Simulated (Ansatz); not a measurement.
**Ge₇H₂: geometry relaxation (part 2 of 3)**

Ge₇H₂ (slab, 36 atoms in the cell); DFT LDA, scalar-relativistic, plane waves, PAW (Ansatz 0.2.0); cutoff 420 eV, 3×3×1 k-mesh, Gaussian smearing of 0.05 eV. The structure derives from an entry of the Crystallography Open Database. The run did not end well. The input holds or restrains some coordinates. Forces given for the steps count only the free coordinates.

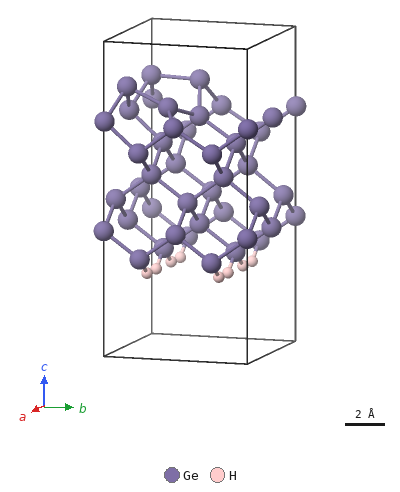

Fig. 1: The geometry at step 5 of the log (ball-and-stick view of the cell of the calculation, with the vacuum cut short, seen slightly off an axis).

### What the program printed, continued
```
SCF iter   1: F=—  HF=-118156.940589 eV  |F-HF|=—  |Δ(HF+E_count)|=         —  Δρ=8.08e-4  dr2=1.62e-2  ethr=5.26e-5  p=-0.130 e·Å  D=-1.67e-2 V/Å  ΔV_dip=0.37 eV  dr2_dipole=6.83e-5  V_vac-E_F(+/−)=5.04/4.67 eV  ⟨swp⟩=3.0  Hψ=1427  notcnv=0  defer=127
efield: sawtooth ramp at fractional position 0.8805 (handed on by an earlier solve), width 0.0400; the density the first Hamiltonian is built on has a dipole p = -0.130 e·Å; the dipole correction subtracts the counter field D = -1.67e-2 V/Å, which shifts the + side's vacuum level by +0.37 eV against the − side's; the planar-averaged density in the ramp window peaks in size at 6.3e-6 e/Å³
preconditioner: auto → LDOS  [insulator: Δε(μ)=0.104 eV  Ē_g=21.861 eV  σ=0.050 eV  W_gap=0.77  n_scr=242 (ndim 8)  ℏωp=19.8 eV  f_vac=0.491  D(μ)=10.61/eV (n_scr^D=48)  ε∞_Penn≈1.8  β→1.0]
SCF iter   2: F=—  HF=-118156.939149 eV  |F-HF|=—  |Δ(HF+E_count)|=   1.44e-3  Δρ=3.83e-4  dr2=7.00e-3  ethr=4.06e-6  p=-0.131 e·Å  D=-1.69e-2 V/Å  ΔV_dip=0.37 eV  dr2_dipole=1.97e-4  V_vac-E_F(+/−)=5.04/4.66 eV  ⟨swp⟩=2.0  Hψ=1904  notcnv=0  defer=127
SCF iter   3: F=—  HF=-118156.938440 eV  |F-HF|=—  |Δ(HF+E_count)|=   7.09e-4  Δρ=2.53e-4  dr2=3.57e-3  ethr=1.75e-6  p=-0.130 e·Å  D=-1.67e-2 V/Å  ΔV_dip=0.37 eV  dr2_dipole=7.13e-5  V_vac-E_F(+/−)=5.04/4.67 eV  ⟨swp⟩=2.0  Hψ=1634  notcnv=0  defer=127
SCF iter   4: F=—  HF=-118156.938053 eV  |F-HF|=—  |Δ(HF+E_count)|=   3.87e-4  Δρ=1.74e-4  dr2=1.32e-3  ethr=8.91e-7  p=-0.132 e·Å  D=-1.71e-2 V/Å  ΔV_dip=0.38 eV  dr2_dipole=1.85e-5  V_vac-E_F(+/−)=5.04/4.66 eV  ⟨swp⟩=2.0  Hψ=1008  notcnv=0  defer=127
SCF iter   5: F=—  HF=-118156.937904 eV  |F-HF|=—  |Δ(HF+E_count)|=   1.49e-4  Δρ=8.59e-5  dr2=3.70e-4  ethr=3.29e-7  p=-0.132 e·Å  D=-1.70e-2 V/Å  ΔV_dip=0.38 eV  dr2_dipole=2.09e-5  V_vac-E_F(+/−)=5.04/4.66 eV  ⟨swp⟩=2.0  Hψ=1020  notcnv=0  defer=127
SCF iter   6: F=—  HF=-118156.938099 eV  |F-HF|=—  |Δ(HF+E_count)|=   1.96e-4  Δρ=2.96e-5  dr2=3.42e-5  ethr=9.24e-8  p=-0.132 e·Å  D=-1.71e-2 V/Å  ΔV_dip=0.38 eV  dr2_dipole=2.21e-6  V_vac-E_F(+/−)=5.04/4.66 eV  ⟨swp⟩=2.0  Hψ=1055  notcnv=0  defer=127
SCF iter   7: F=—  HF=-118156.938097 eV  |F-HF|=—  |Δ(HF+E_count)|=   2.29e-6  Δρ=1.17e-5  dr2=4.17e-6  ethr=8.55e-9  p=-0.132 e·Å  D=-1.71e-2 V/Å  ΔV_dip=0.38 eV  dr2_dipole=6.92e-7  V_vac-E_F(+/−)=5.04/4.66 eV  ⟨swp⟩=2.0  Hψ=1094  notcnv=0  defer=127
SCF iter   8: F=-118156.938098 eV  HF=-118156.938099 eV  |F-HF|=7.04e-7  |Δ(HF+E_count)|=   1.69e-6  Δρ=4.41e-6  dr2=8.31e-7  ethr=2.99e-10  p=-0.132 e·Å  D=-1.71e-2 V/Å  ΔV_dip=0.38 eV  dr2_dipole=1.82e-7  V_vac-E_F(+/−)=5.04/4.66 eV  ⟨swp⟩=11.2  Hψ=3947  notcnv=0
SCF 4 converged in 8 iterations: F = -118156.938098 eV  dr2 = 8.31e-7
relax step   4: F+E_penalty+E_count = -118156.93809802 eV  Δ(F+E_penalty+E_count) = -3.370e-3 eV  max|allowed force component| = 4.984e-2 eV/Å  Δτ_max = 0.0530 Å  (8 SCF iters, dr2 threshold 1.20e-6 eV, accepted)
SCF iter   1: F=—  HF=-118156.968214 eV  |F-HF|=—  |Δ(HF+E_count)|=         —  Δρ=1.85e-3  dr2=1.23e-1  ethr=1.43e-4  p=-0.132 e·Å  D=-1.71e-2 V/Å  ΔV_dip=0.38 eV  dr2_dipole=1.72e-3  V_vac-E_F(+/−)=5.03/4.65 eV  ⟨swp⟩=3.5  Hψ=1513  notcnv=0  defer=127
efield: sawtooth ramp at fractional position 0.8805 (handed on by an earlier solve), width 0.0400; the density the first Hamiltonian is built on has a dipole p = -0.132 e·Å; the dipole correction subtracts the counter field D = -1.71e-2 V/Å, which shifts the + side's vacuum level by +0.38 eV against the − side's; the planar-averaged density in the ramp window peaks in size at 2.5e-6 e/Å³
preconditioner: auto → LDOS  [insulator: Δε(μ)=0.060 eV  Ē_g=21.873 eV  σ=0.050 eV  W_gap=0.59  n_scr=242 (ndim 8)  ℏωp=19.8 eV  f_vac=0.492  D(μ)=11.42/eV (n_scr^D=48)  ε∞_Penn≈1.8  β→1.0]
SCF iter   2: F=—  HF=-118156.956916 eV  |F-HF|=—  |Δ(HF+E_count)|=   1.13e-2  Δρ=1.02e-3  dr2=2.98e-2  ethr=3.07e-5  p=-0.138 e·Å  D=-1.78e-2 V/Å  ΔV_dip=0.40 eV  dr2_dipole=1.09e-3  V_vac-E_F(+/−)=5.04/4.64 eV  ⟨swp⟩=2.0  Hψ=1433  notcnv=0  defer=127
SCF iter   3: F=—  HF=-118156.952556 eV  |F-HF|=—  |Δ(HF+E_count)|=   4.36e-3  Δρ=7.05e-4  dr2=2.00e-2  ethr=7.45e-6  p=-0.134 e·Å  D=-1.73e-2 V/Å  ΔV_dip=0.38 eV  dr2_dipole=4.32e-4  V_vac-E_F(+/−)=5.04/4.65 eV  ⟨swp⟩=2.0  Hψ=1147  notcnv=0  defer=127
SCF iter   4: F=—  HF=-118156.950225 eV  |F-HF|=—  |Δ(HF+E_count)|=   2.33e-3  Δρ=2.90e-4  dr2=3.80e-3  ethr=4.99e-6  p=-0.137 e·Å  D=-1.76e-2 V/Å  ΔV_dip=0.39 eV  dr2_dipole=2.55e-4  V_vac-E_F(+/−)=5.04/4.65 eV  ⟨swp⟩=2.0  Hψ=1133  notcnv=0  defer=127
SCF iter   5: F=—  HF=-118156.949823 eV  |F-HF|=—  |Δ(HF+E_count)|=   4.02e-4  Δρ=1.26e-4  dr2=8.54e-4  ethr=9.51e-7  p=-0.134 e·Å  D=-1.73e-2 V/Å  ΔV_dip=0.38 eV  dr2_dipole=3.76e-5  V_vac-E_F(+/−)=5.04/4.66 eV  ⟨swp⟩=2.0  Hψ=1135  notcnv=0  defer=127
SCF iter   6: F=—  HF=-118156.949727 eV  |F-HF|=—  |Δ(HF+E_count)|=   9.63e-5  Δρ=4.39e-5  dr2=8.90e-5  ethr=2.14e-7  p=-0.135 e·Å  D=-1.74e-2 V/Å  ΔV_dip=0.39 eV  dr2_dipole=1.63e-5  V_vac-E_F(+/−)=5.04/4.66 eV  ⟨swp⟩=2.0  Hψ=1044  notcnv=0  defer=127
SCF iter   7: F=—  HF=-118156.949939 eV  |F-HF|=—  |Δ(HF+E_count)|=   2.12e-4  Δρ=2.21e-5  dr2=3.11e-5  ethr=2.23e-8  p=-0.134 e·Å  D=-1.73e-2 V/Å  ΔV_dip=0.38 eV  dr2_dipole=5.36e-6  V_vac-E_F(+/−)=5.04/4.66 eV  ⟨swp⟩=2.0  Hψ=1199  notcnv=0  defer=127
SCF iter   8: F=—  HF=-118156.949941 eV  |F-HF|=—  |Δ(HF+E_count)|=   1.01e-6  Δρ=1.09e-5  dr2=8.40e-6  ethr=7.78e-9  p=-0.134 e·Å  D=-1.73e-2 V/Å  ΔV_dip=0.38 eV  dr2_dipole=1.85e-6  V_vac-E_F(+/−)=5.04/4.66 eV  ⟨swp⟩=2.0  Hψ=1156  notcnv=0  defer=127
SCF iter   9: F=—  HF=-118156.949940 eV  |F-HF|=—  |Δ(HF+E_count)|=   8.76e-7  Δρ=6.20e-6  dr2=2.51e-6  ethr=2.10e-9  p=-0.134 e·Å  D=-1.72e-2 V/Å  ΔV_dip=0.38 eV  dr2_dipole=3.59e-7  V_vac-E_F(+/−)=5.04/4.66 eV  ⟨swp⟩=2.0  Hψ=993  notcnv=0  defer=127
SCF iter  10: F=—  HF=-118156.949940 eV  |F-HF|=—  |Δ(HF+E_count)|=   2.55e-8  Δρ=3.28e-6  dr2=4.72e-7  ethr=6.26e-10  p=-0.133 e·Å  D=-1.72e-2 V/Å  ΔV_dip=0.38 eV  dr2_dipole=7.42e-8  V_vac-E_F(+/−)=5.04/4.66 eV  ⟨swp⟩=2.0  Hψ=973  notcnv=0  defer=127
SCF iter  11: F=—  HF=-118156.949940 eV  |F-HF|=—  |Δ(HF+E_count)|=   8.81e-8  Δρ=1.49e-6  dr2=1.06e-7  ethr=1.18e-10  p=-0.133 e·Å  D=-1.72e-2 V/Å  ΔV_dip=0.38 eV  dr2_dipole=9.63e-9  V_vac-E_F(+/−)=5.04/4.66 eV  ⟨swp⟩=2.0  Hψ=1134  notcnv=0  defer=127
SCF iter  12: F=-118156.949940 eV  HF=-118156.949940 eV  |F-HF|=4.53e-9  |Δ(HF+E_count)|=   8.06e-9  Δρ=5.50e-7  dr2=1.20e-8  ethr=2.50e-11  p=-0.133 e·Å  D=-1.72e-2 V/Å  ΔV_dip=0.38 eV  dr2_dipole=1.22e-9  V_vac-E_F(+/−)=5.04/4.66 eV  ⟨swp⟩=12.5  Hψ=4015  notcnv=0
SCF 5 converged in 12 iterations: F = -118156.949940 eV  dr2 = 1.20e-8
relax step   5: F+E_penalty+E_count = -118156.94993968 eV  Δ(F+E_penalty+E_count) = -1.184e-2 eV  max|allowed force component| = 1.767e-1 eV/Å  Δτ_max = 0.1111 Å  (12 SCF iters, accepted)
SCF iter   1: F=—  HF=-118157.074982 eV  |F-HF|=—  |Δ(HF+E_count)|=         —  Δρ=2.71e-3  dr2=3.18e-1  ethr=8.24e-4  p=-0.133 e·Å  D=-1.72e-2 V/Å  ΔV_dip=0.38 eV  dr2_dipole=3.90e-2  V_vac-E_F(+/−)=4.94/4.56 eV  ⟨swp⟩=4.0  Hψ=1629  notcnv=0  defer=124
efield: sawtooth ramp at fractional position 0.8805 (handed on by an earlier solve), width 0.0400; the density the first Hamiltonian is built on has a dipole p = -0.133 e·Å; the dipole correction subtracts the counter field D = -1.72e-2 V/Å, which shifts the + side's vacuum level by +0.38 eV against the − side's; the planar-averaged density in the ramp window peaks in size at 5.1e-6 e/Å³
preconditioner: auto → LDOS  [metal: Δε(μ)=0.030 eV  Ē_g=21.886 eV  σ=0.050 eV  W_gap=0.33  n_scr=242 (ndim 8)  ℏωp=19.8 eV  f_vac=0.494  D(μ)=9.31/eV (n_scr^D=26)  β→1.0]
SCF iter   2: F=—  HF=-118157.051246 eV  |F-HF|=—  |Δ(HF+E_count)|=   2.37e-2  Δρ=1.69e-3  dr2=1.36e-1  ethr=7.95e-5  p=-0.130 e·Å  D=-1.68e-2 V/Å  ΔV_dip=0.37 eV  dr2_dipole=3.84e-3  V_vac-E_F(+/−)=4.98/4.60 eV  ⟨swp⟩=2.0  Hψ=1409  notcnv=0  defer=127
SCF iter   3: F=—  HF=-118157.038224 eV  |F-HF|=—  |Δ(HF+E_count)|=   1.30e-2  Δρ=1.37e-3  dr2=1.01e-1  ethr=3.39e-5  p=-0.132 e·Å  D=-1.70e-2 V/Å  ΔV_dip=0.38 eV  dr2_dipole=1.37e-2  V_vac-E_F(+/−)=4.98/4.60 eV  ⟨swp⟩=2.0  Hψ=1188  notcnv=0  defer=127
SCF iter   4: F=—  HF=-118157.027766 eV  |F-HF|=—  |Δ(HF+E_count)|=   1.05e-2  Δρ=7.24e-4  dr2=3.09e-2  ethr=2.52e-5  p=-0.126 e·Å  D=-1.63e-2 V/Å  ΔV_dip=0.36 eV  dr2_dipole=1.59e-3  V_vac-E_F(+/−)=4.99/4.63 eV  ⟨swp⟩=2.0  Hψ=1227  notcnv=0  defer=127
SCF iter   5: F=—  HF=-118157.023747 eV  |F-HF|=—  |Δ(HF+E_count)|=   4.02e-3  Δρ=3.15e-4  dr2=4.49e-3  ethr=7.73e-6  p=-0.125 e·Å  D=-1.61e-2 V/Å  ΔV_dip=0.36 eV  dr2_dipole=1.87e-4  V_vac-E_F(+/−)=5.00/4.64 eV  ⟨swp⟩=2.0  Hψ=1027  notcnv=0  defer=127
SCF iter   6: F=—  HF=-118157.023225 eV  |F-HF|=—  |Δ(HF+E_count)|=   5.23e-4  Δρ=1.06e-4  dr2=6.00e-4  ethr=1.12e-6  p=-0.121 e·Å  D=-1.56e-2 V/Å  ΔV_dip=0.35 eV  dr2_dipole=1.17e-5  V_vac-E_F(+/−)=5.00/4.65 eV  ⟨swp⟩=2.0  Hψ=1148  notcnv=0  defer=127
SCF iter   7: F=—  HF=-118157.023205 eV  |F-HF|=—  |Δ(HF+E_count)|=   1.99e-5  Δρ=5.29e-5  dr2=1.32e-4  ethr=1.50e-7  p=-0.121 e·Å  D=-1.56e-2 V/Å  ΔV_dip=0.35 eV  dr2_dipole=1.61e-5  V_vac-E_F(+/−)=4.99/4.65 eV  ⟨swp⟩=2.0  Hψ=1050  notcnv=0  defer=127
SCF iter   8: F=—  HF=-118157.023210 eV  |F-HF|=—  |Δ(HF+E_count)|=   4.77e-6  Δρ=2.32e-5  dr2=2.97e-5  ethr=3.29e-8  p=-0.120 e·Å  D=-1.55e-2 V/Å  ΔV_dip=0.34 eV  dr2_dipole=2.69e-6  V_vac-E_F(+/−)=4.99/4.65 eV  ⟨swp⟩=2.0  Hψ=1018  notcnv=0  defer=127
```

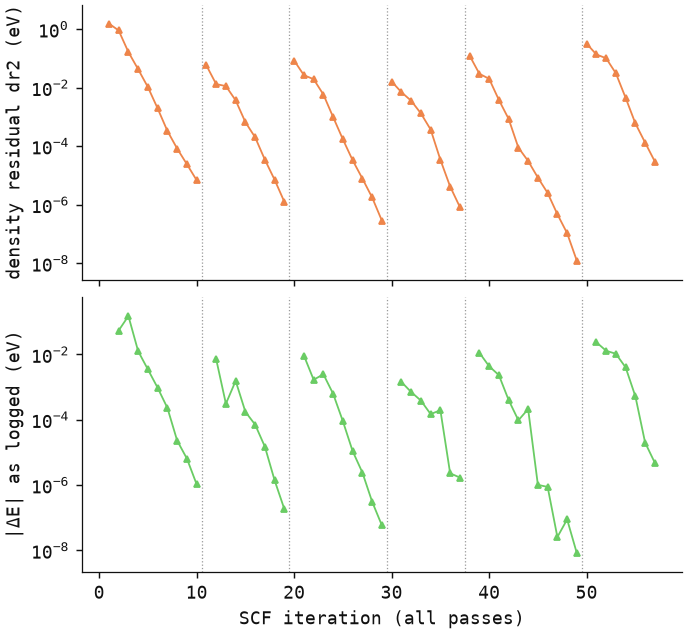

Fig. 2: Convergence of the self-consistent field: density residual dr2 and size of the energy change against the SCF iteration. Dotted lines part the SCF passes that the log prints in full.

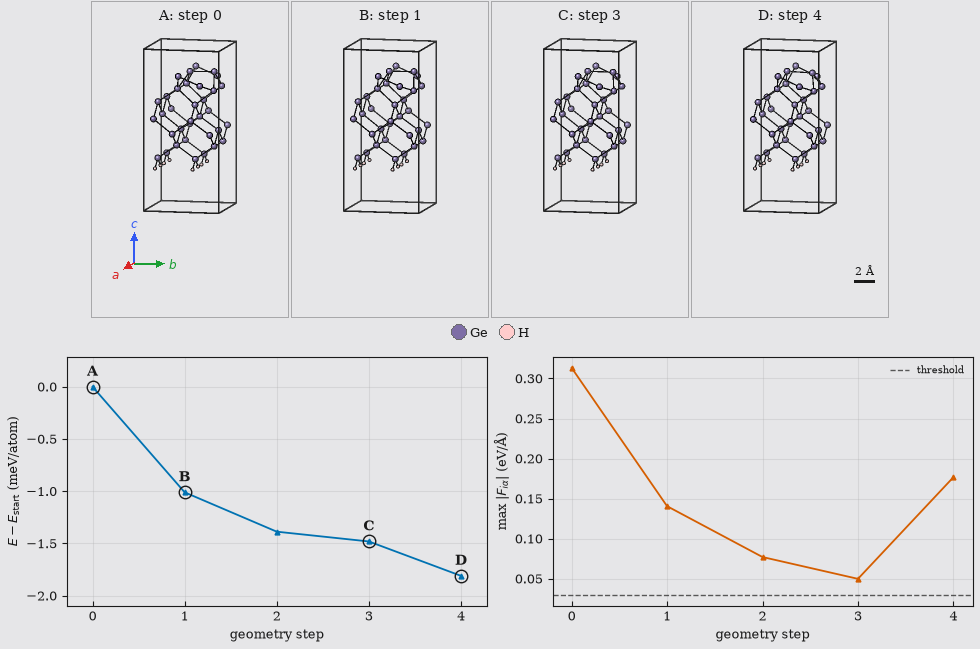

Fig. 3: Frames of the restrained relaxation (ball-and-stick view of the cell of the calculation, with the vacuum cut short (origin shifted), seen slightly off an axis) above the curves, on which the letters mark them (the first geometry is step 0 here and step 1 in the log).

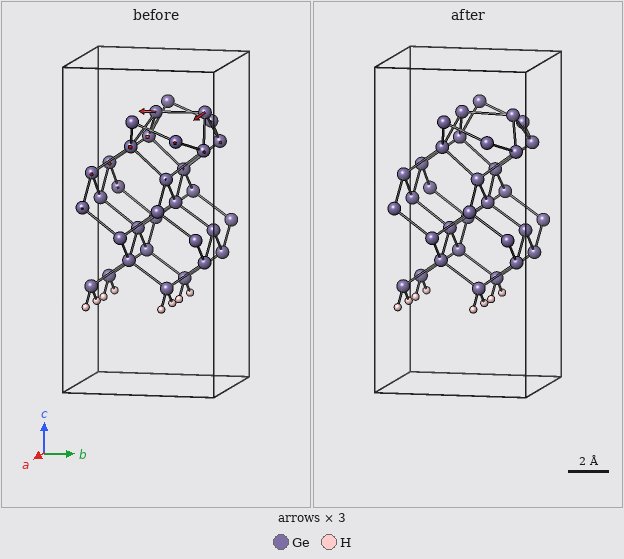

Fig. 4: Before (left) and after (right) the restrained relaxation, at one scale (ball-and-stick view of the cell of the calculation, with the vacuum cut short (origin shifted), seen slightly off an axis). The red arrows give the displacements, magnified 3 times. The run was cut off at its time limit before the relaxation converged, so the last structure is only a point on the way. The atom that moves furthest is Ge25 (0.31 Å). H stays in place. The lattice vectors keep their values. Among the contacts that change: Ge25–Ge26 2.575 → 2.680 Å, Ge21–Ge25 2.672 → 2.572 Å, Ge21–Ge27 2.557 → 2.642 Å, Ge9–Ge13 2.507 → 2.471 Å. Among the angles that change: Ge22–Ge26–Ge25 97.3° → 105.0°, Ge21–Ge25–Ge26 109.2° → 101.7°, Ge18–Ge22–Ge26 110.3° → 103.7°. The energy falls by 1.8 meV per atom in 4 geometry steps. The largest force component goes from 0.31 to 0.18 eV/Å. (Atoms are counted from 1 in the order of the input.)
